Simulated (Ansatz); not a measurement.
# IrO2 (P4_2/mnm): one cell, many starting occupations, part 2 of 2

Task: map the metastable states of IrO2 (P4_2/mnm) by varying the start. Cell and atoms stay fixed.

Ansatz 0.2.0; DFT PBEsol+U (U_eff = 5 eV on Ir d), plane waves, PAW, no spin–orbit coupling unless a run says so. The steps go on from the part before.

## (5) Random orbitals: drawn by pairs, first filling

Contents of input.yaml:

```yaml
crystal:
  lattice:
    - [4.49900026, 0.0, 0.0]
    - [0.0, 4.49900026, 0.0]
    - [0.0, 0.0, 3.14600018]
  atoms:
    - { symbol: Ir, position: [0.0, 0.0, 0.0], spin: 5.0 }
    - { symbol: Ir, position: [0.5, 0.5, 0.5], spin: -5.0 }
    - { symbol: O, position: [0.311, 0.311, 0.0] }
    - { symbol: O, position: [0.189, 0.811, 0.5] }
    - { symbol: O, position: [0.689, 0.689, 0.0] }
    - { symbol: O, position: [0.811, 0.189, 0.5] }
basis:
  ecutwfc: 420
  ecutrho_ratio: 4
kpoints:
  mp_grid: { grid: [4, 4, 6] }
hamiltonian:
  xc: pbesol
  hubbard:
    sites:
      - { site: 0, l: d, u_eff: 5.0, starting_ns: [{ spin: up, occupation_matrix: s0up }, { spin: down, occupation_matrix: s0down }] }
      - { site: 1, l: d, u_eff: 5.0, starting_ns: [{ spin: up, occupation_matrix: s1up }, { spin: down, occupation_matrix: s1down }] }
    occupation_matrices:
      s0up:
        matrix:
          - [0.97, 0.0, 0.0, 0.0, 0.0]
          - [0.0, 0.97, 0.0, 0.0, 0.0]
          - [0.0, 0.0, 0.97, 0.0, 0.0]
          - [0.0, 0.0, 0.0, 0.97, 0.0]
          - [0.0, 0.0, 0.0, 0.0, 0.97]
      s0down:
        matrix:
          - [0.02, 0.0, 0.0, 0.0, 0.0]
          - [0.0, 0.02, 0.0, 0.0, 0.0]
          - [0.0, 0.0, 0.02, 0.0, 0.0]
          - [0.0, 0.0, 0.0, 0.02, 0.0]
          - [0.0, 0.0, 0.0, 0.0, 0.02]
      s1up:
        matrix:
          - [0.02, 0.0, 0.0, 0.0, 0.0]
          - [0.0, 0.02, 0.0, 0.0, 0.0]
          - [0.0, 0.0, 0.02, 0.0, 0.0]
          - [0.0, 0.0, 0.0, 0.02, 0.0]
          - [0.0, 0.0, 0.0, 0.0, 0.02]
      s1down:
        matrix:
          - [0.97, 0.0, 0.0, 0.0, 0.0]
          - [0.0, 0.97, 0.0, 0.0, 0.0]
          - [0.0, 0.0, 0.97, 0.0, 0.0]
          - [0.0, 0.0, 0.0, 0.97, 0.0]
          - [0.0, 0.0, 0.0, 0.0, 0.97]
    ns_hold: { iters: 5 }
scf:
  occupations: { method: gaussian, width: 0.05 }
  lower_state_search: "off"
  max_iter: 150
output:
  forces: true
  stress: true
  eigenvalues: true
  populations: true
  hubbard: { sites: [{ site: 0, l: d }, { site: 1, l: d }] }
magnetization:
  spin_polarized: true
```

At this filling each channel is wholly full or empty, so no choice of orbitals remains. The typed matrices put 0.97 on the chosen orbitals and 0.02 on the others, and are held for 5 cycles.

Command:

```bash
$ ansatz run input.yaml --threads 4 --pin off --max-ram 6144MiB --backend cpu --events-out ev --progress --plain --runs-dir out
```

The program printed, shortened:

```text
Warning: RAYON_NUM_THREADS=4 ignored (pool sized by the plan → 4); use --threads N
Ir: projections on atomic orbitals take those of the free atom [Kr 4d10 4f14] 5s2 5p6 5d7 6s2, of charge +0.00 (hamiltonian.pseudopotentials.projection_atoms); the dataset's partial waves leave at most 8.4e-5 of an orbital's norm unspanned inside its sphere
O: projections on atomic orbitals take those of the free atom [He] 2s2 2p4, of charge +0.00 (hamiltonian.pseudopotentials.projection_atoms); the dataset's partial waves leave at most 1.9e-8 of an orbital's norm unspanned inside its sphere
[...]
Pseudopotentials: kind: paw
Pseudopotential: Ir, paw, valence charge 17, recommended cutoff 420 eV (normal), Ir.paw.azcp
Pseudopotential: O, paw, valence charge 6, recommended cutoff 420 eV (normal), O.paw.azcp
Functional definition: PBEsol
[...]
Crystal: 6 atoms, lattice volume = 63.678 Å³
Basis set: ecut = 420 eV, 1243 PW (Γ), exchange–correlation on 64×64×48 points (8 copies of the dense FFT grid, shifted against one another)
[...]
WARN: the starting moments were not kept: the SCF closed with an absolute magnetisation of 2.1e-5 μB, where they sum to 10 μB in size (2 sites). That is at most 0.1 of that sum. Measured as dr2_m measures the in/out step, that magnetisation stands 1.0e-10 eV from none, at or under the [...]
  Ir0 d_5D dn     Tr n = 3.5618  λ = 0.397 0.418 0.859 0.908 0.980  [xz 0.50 B3g(1.00) | xy 0.65 Ag(1.00) | x2-y2 1.00 B1g(1.00) | xz 0.50 B2g(1.00) | z2 0.65 Ag(1.00)]
  specified occupation → Ir0 d_5D up: matrix, ‖Δ‖_F = 0.8057, Tr Δ = +1.2882, displaced = 0.6536, d_λ = 0.8057; orbital distance = 0.0000
  specified occupation → Ir0 d_5D dn: matrix, ‖Δ‖_F = 1.6475, Tr Δ = -3.4618, displaced = 1.7309, d_λ = 1.6475; orbital distance = 0.0000
  Ir1 d_5D: site group D2h (mmm)
  Ir1 d_5D up     Tr n = 3.5618  λ = 0.397 0.418 0.859 0.908 0.980  [xz 0.50 B3g(1.00) | xy 0.65 Ag(1.00) | x2-y2 1.00 B1g(1.00) | xz 0.50 B2g(1.00) | z2 0.65 Ag(1.00)]
  Ir1 d_5D dn     Tr n = 3.5618  λ = 0.397 0.418 0.859 0.908 0.980  [xz 0.50 B3g(1.00) | xy 0.65 Ag(1.00) | x2-y2 1.00 B1g(1.00) | xz 0.50 B2g(1.00) | z2 0.65 Ag(1.00)]
  specified occupation → Ir1 d_5D up: matrix, ‖Δ‖_F = 1.6475, Tr Δ = -3.4618, displaced = 1.7309, d_λ = 1.6475; orbital distance = 0.0000
  specified occupation → Ir1 d_5D dn: matrix, ‖Δ‖_F = 0.8057, Tr Δ = +1.2882, displaced = 0.6536, d_λ = 0.8057; orbital distance = 0.0000
  Tr n, λ and their labels are of the run-group-symmetrised matrices; stabiliser: 32 of 32 elements of G0×{1,Θ} (closed), max defect 8.0e-6 at τ = 1.4e-4
```

It took 42 s on 4 threads of Arm Neoverse V1, shared host; peak memory 0.7 GiB.

Result: no gap, pressure 0.6 GPa, no moment over 0.05 μB in any sphere, largest force component 0.46 eV/Å, 8 symmetry operations imposed. The program reports that the typed filling wasn't kept.

The shells' filling, with natural orbitals sorted by occupation:

| shell | channel | electrons | over 0.8 | 0.2 to 0.8 | under 0.2 |
| --- | --- | --- | --- | --- | --- |
| Ir 5d (atom 1) | up | 3.56 | 3 | 2 | 0 |
| Ir 5d (atom 1) | down | 3.56 | 3 | 2 | 0 |

## (6) From atoms, default search

Contents of input.yaml:

```yaml
crystal:
  lattice:
    - [4.49900026, 0.0, 0.0]
    - [0.0, 4.49900026, 0.0]
    - [0.0, 0.0, 3.14600018]
  atoms:
    - { symbol: Ir, position: [0.0, 0.0, 0.0], spin: 5.0 }
    - { symbol: Ir, position: [0.5, 0.5, 0.5], spin: -5.0 }
    - { symbol: O, position: [0.311, 0.311, 0.0] }
    - { symbol: O, position: [0.189, 0.811, 0.5] }
    - { symbol: O, position: [0.689, 0.689, 0.0] }
    - { symbol: O, position: [0.811, 0.189, 0.5] }
basis:
  ecutwfc: 420
  ecutrho_ratio: 4
kpoints:
  mp_grid: { grid: [4, 4, 6] }
hamiltonian:
  xc: pbesol
  hubbard:
    sites: [{ site: 0, l: d, u_eff: 5.0 }, { site: 1, l: d, u_eff: 5.0 }]
scf:
  occupations: { method: gaussian, width: 0.05 }
output:
  forces: true
  stress: true
  eigenvalues: true
  populations: true
  hubbard: { sites: [{ site: 0, l: d }, { site: 1, l: d }] }
  write_density: true
  write_potential: true
  elf: true
  volumetric_format: npy
magnetization:
  spin_polarized: true
```

Command:

```bash
$ ansatz run input.yaml --threads 4 --pin off --max-ram 6144MiB --backend cpu --events-out ev --progress --plain --runs-dir out
```

The program printed, shortened:

```text
Warning: where an SCF of this run starts from atoms to list the orders of its open shells, Ir (site 0, from 0) starts with 3.00 μB on its 5d shell, in the place of the 5.00 μB that the deck gives it: its open shells can hold no more by Hund's first rule. To start from spheres of the given [...]
Warning: RAYON_NUM_THREADS=4 ignored (pool sized by the plan → 4); use --threads N
Ir: projections on atomic orbitals take those of the free atom [Kr 4d10 4f14] 5s2 5p6 5d7 6s2, of charge +0.00 (hamiltonian.pseudopotentials.projection_atoms); the dataset's partial waves leave at most 8.4e-5 of an orbital's norm unspanned inside its sphere
O: projections on atomic orbitals take those of the free atom [He] 2s2 2p4, of charge +0.00 (hamiltonian.pseudopotentials.projection_atoms); the dataset's partial waves leave at most 1.9e-8 of an orbital's norm unspanned inside its sphere
[...]
[... 4 set-up lines as earlier in the session ...]
[...]
Crystal: 6 atoms, lattice volume = 63.678 Å³
[...]
WARN: the starting moments were not kept: the SCF closed with an absolute magnetisation of 8.6e-6 μB, where they sum to 10 μB in size (2 sites). That is at most 0.1 of that sum. Measured as dr2_m measures the in/out step, that magnetisation stands 1.7e-11 eV from none, at or under the [...]
--- Band table (eV; the first three rows and the last of 56) ---
[...]
Occupation matrices written to <dir>
--- Löwdin populations: 6 sites ---
  site symbol       q [e]    m [muB]
     0     Ir     15.6406    -0.0000
     1     Ir     15.6406     0.0000
     2      O      6.6207     0.0000
     3      O      6.6207    -0.0000
     4      O      6.6207     0.0000
     5      O      6.6207    -0.0000
  spilling = 0.004074 (of n_electrons = 58.000000)
--- Occupation matrices: 2 shells (run DFT+U table (all-electron-ortho-atomic); ε = 1.94e-4) ---
  Ir0 d_5D: site group D2h (mmm)
  Ir0 d_5D up     Tr n = 3.5618  λ = 0.397 0.418 0.859 0.908 0.980  [xz 0.50 B3g(1.00) | xy 0.65 Ag(1.00) | x2-y2 1.00 B1g(1.00) | xz 0.50 B2g(1.00) | z2 0.65 Ag(1.00)]
  Ir0 d_5D dn     Tr n = 3.5618  λ = 0.397 0.418 0.859 0.908 0.980  [xz 0.50 B3g(1.00) | xy 0.65 Ag(1.00) | x2-y2 1.00 B1g(1.00) | xz 0.50 B2g(1.00) | z2 0.65 Ag(1.00)]
  Ir1 d_5D: site group D2h (mmm)
  Ir1 d_5D up     Tr n = 3.5618  λ = 0.397 0.418 0.859 0.908 0.980  [xz 0.50 B3g(1.00) | xy 0.65 Ag(1.00) | x2-y2 1.00 B1g(1.00) | xz 0.50 B2g(1.00) | z2 0.65 Ag(1.00)]
  Ir1 d_5D dn     Tr n = 3.5618  λ = 0.397 0.418 0.859 0.908 0.980  [xz 0.50 B3g(1.00) | xy 0.65 Ag(1.00) | x2-y2 1.00 B1g(1.00) | xz 0.50 B2g(1.00) | z2 0.65 Ag(1.00)]
  Tr n, λ and their labels are of the run-group-symmetrised matrices; stabiliser: 32 of 32 elements of G0×{1,Θ} (closed), max defect 3.5e-6 at τ = 4.1e-5
```

Wall time 64 s (4 threads of Arm Neoverse V1, shared host); peak memory 0.73 GiB.

Result: no gap, pressure 0.6 GPa, no moment over 0.05 μB in any sphere, largest force component 0.46 eV/Å, 8 symmetry operations imposed.

How the shells are filled (orbitals counted by the eigenvalues of the occupation matrices):

```csv
shell,channel,electrons,over 0.8,0.2 to 0.8,under 0.2
Ir 5d (atom 1),up,3.56,3,2,0
Ir 5d (atom 1),down,3.56,3,2,0
```

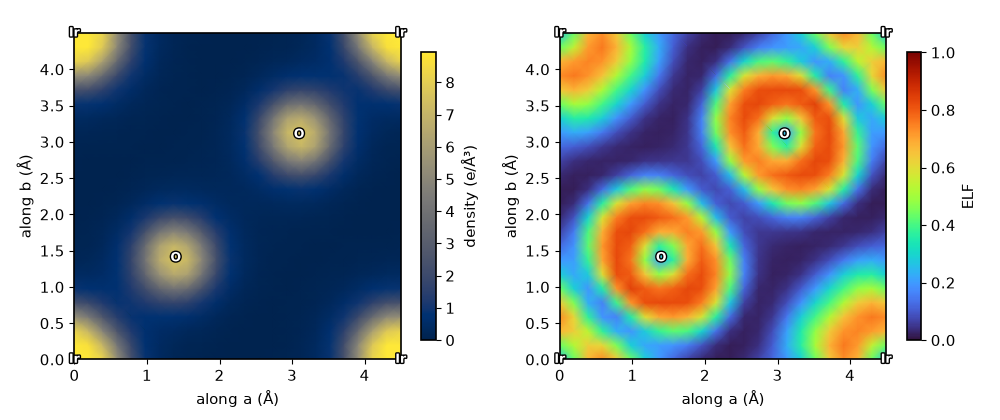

Density (left) and ELF (right) in a lattice plane of the grid's cell (edges 4.50 and 4.50 Å, at 0.000 of the third edge), which holds Ir and O. Only atoms in the plane are labelled. Both are smooth fields of the valence electrons: close to the nuclei they are not physical.

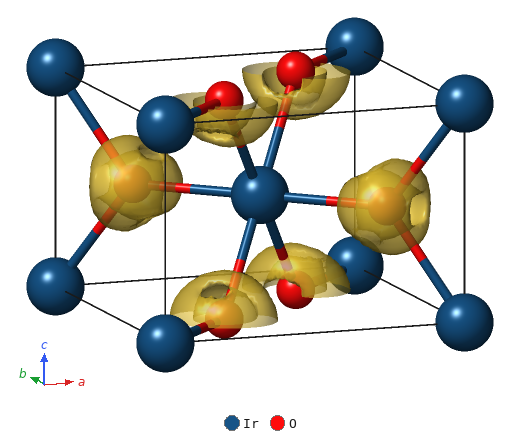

Surface of ELF = 0.78, drawn in one cell.

Maxima of ELF outside the ion cores: 0.84 in the shell around O, 0.6 Å from O; 0.84 on the O–Ir line, 0.6 Å from O; 0.83 beside O, off the lines to its neighbours, 0.6 Å from O.

## (7) All runs side by side

This closing draws on all 2 parts.

Energies count from the lowest free state and have the smearing extrapolated to zero.

| start | energy (meV/atom) | gap (eV) | pressure (GPa) | largest moment (μB) | SCF cycles | time |
| --- | --- | --- | --- | --- | --- | --- |
| from atoms, default search | 0.0 | metal | 0.6 | 0.00 | 96 | 64 s |
| random orbitals: drawn by pairs, first filling | 0.0 | metal | 0.6 | 0.00 | 88 | 42 s |
| natural orbitals of the symmetric run, filled by rank | 0.0 | metal | 0.6 | 0.00 | 51 | 30 s |
| from atoms, symmetry kept, no search | 0.0 | metal | 0.6 | 0.00 | 52 | 29 s |
| random orbitals: single harmonics, first filling | 0.0 | metal | 0.6 | 0.00 | 78 | 49 s |

The 5 free runs end within about 1 meV/atom of each other. The run with the program's default settings reaches the lowest one found. So large a U on a 4d or 5d shell is far over usual values; moments found here can be its artefacts. The lowest state found need not be the ground state, and the geometry wasn't relaxed for any of them. Spin–orbit coupling is left out.
